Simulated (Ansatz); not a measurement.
SnO2

Input file:

```
crystal:
  lattice:
    - [4.8277049966, 0.0, 0.1086233624]
    - [0.0, 4.8277049966, 0.0]
    - [0.0728547962, 0.0, 3.2379909407]
  atoms:
    - { symbol: Sn, position: [0.0, 0.0, 0.0] }
    - { symbol: Sn, position: [0.5, 0.5, 0.5] }
    - { symbol: O, position: [0.3066050867, 0.3066050867, 0.0] }
    - { symbol: O, position: [0.1933949133, 0.8066050867, 0.5] }
    - { symbol: O, position: [0.6933949133, 0.6933949133, 0.0] }
    - { symbol: O, position: [0.8066050867, 0.1933949133, 0.5] }
basis:
  ecutwfc: 420
kpoints:
  mp_grid: { grid: [6, 6, 8] }
hamiltonian:
  xc: pbe
scf:
  occupations: { method: gaussian, width: 0.05 }
output:
  forces: true
  stress: true
  eigenvalues: true
  write_density: true
  write_potential: true
  elf: true
  volumetric_format: npy
```

Run with:

```sh
ansatz run input.yaml --threads 1 --pin off --max-ram 2560MiB --backend cpu --events-out ev --progress --plain --runs-dir out
```

Below, planes, directions and counts refer to the conventional cell (a = 3.24 Å, b = 4.83 Å, c = 5.69 Å, α = 90.00°, β = 122.06°, γ = 90.00°).

Space group P2₁/c; changed on purpose from its base cell (strain +0.0450 x Voigt [0, 0, 0, 0, 1, 0], atoms carried along).

The calculation used DFT PBE, scalar-relativistic, plane waves, PAW in Ansatz.

The density is the valence pseudo-density of a PAW calculation; it isn't the true density close to the nuclei.

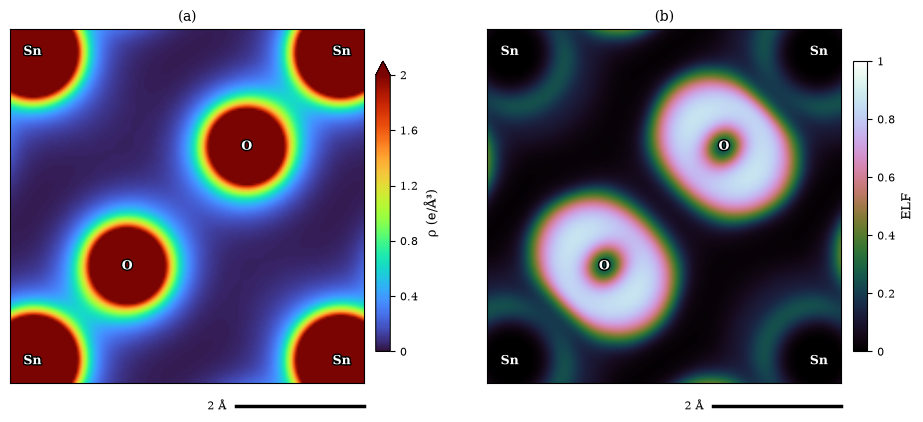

Figure 1. (a) valence pseudo-density; (b) electron localisation function on the (101̄) plane of the conventional cell.

Read the bonding off the picture.

- Atoms in the plane: Sn and O.
- Sn–O (2.09 Å): the density is about 0.61 e/Å³ at the midpoint; the ELF peaks at about 0.80 in the valence shell of O, 0.6 Å from its nucleus, and is about 0.25 at the midpoint: no shared electron pair shows on this line.
- Between the atoms the lowest density in this plane is 0.03 e/Å³.
- The ELF also peaks beside O, away from the bonds: lone-pair regions.

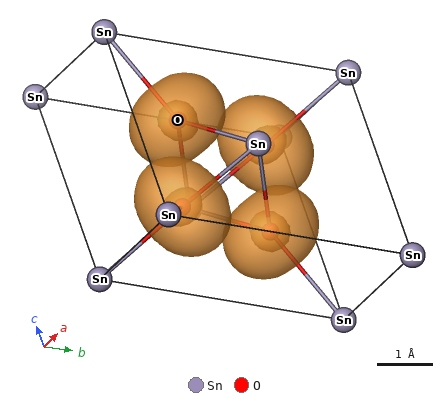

Figure 2. Isosurface of the electron localisation function at 0.7 (orange), seen at an oblique angle. Core shells and regions of very low density are left out. Sticks mark near contacts.

Identify the bonds, lone pairs and shells in this picture.

At this value the surface marks out four regions wrapped around O (the valence shell of each), counted in one cell of 6 atoms. Any copies at cell faces, edges or corners count once. Along the contacts the grid gives the following. Sn–O (2.06 Å): the ELF peaks at about 0.80 in the valence shell of O, 0.6 Å from its nucleus, and is about 0.25 at the midpoint (no localised pair shows between them). Sn–O (2.12 Å): the ELF peaks at about 0.80 in the valence shell of O, 0.6 Å from its nucleus, and is about 0.25 at the midpoint (no shared electron pair shows on this line).

Does the calculation make it a metal, or give it a gap?

It is gapped, with a Kohn–Sham gap of 0.69 eV on the k-point mesh (the band edges may lie off the mesh, which would make the gap smaller).
